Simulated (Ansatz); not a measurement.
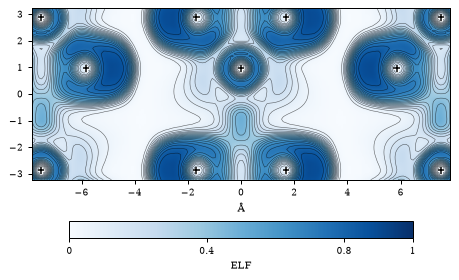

The electron localisation function on a plane through atoms (crosses mark nuclei in the plane).

Computed with Ansatz 0.2.0, DFT PBE, scalar-relativistic, plane waves, PAW.

Candidates:
A. WSe2, a = 3.32 Å, b = 3.32 Å, c = 15.04 Å, α = 90.00°, β = 90.00°, γ = 120.00°. Space group P6₃/mmc; a structure from a database of computed crystals, not necessarily the ambient phase.
B. Sn16Se15 (cell with a defect), a = 10.50 Å, b = 10.50 Å, c = 10.50 Å, α = 109.47°, β = 109.47°, γ = 109.47°. 
C. TaN, a = 6.25 Å, b = 6.25 Å, c = 6.25 Å, α = 60.00°, β = 60.00°, γ = 60.00°. Space group Fm-3m.

**Which system is this?**

Candidate A: WSe2 on the (110) plane of the conventional cell, which holds W and Se. W–Se (2.55 Å): the ELF is about 0.55 at the midpoint.
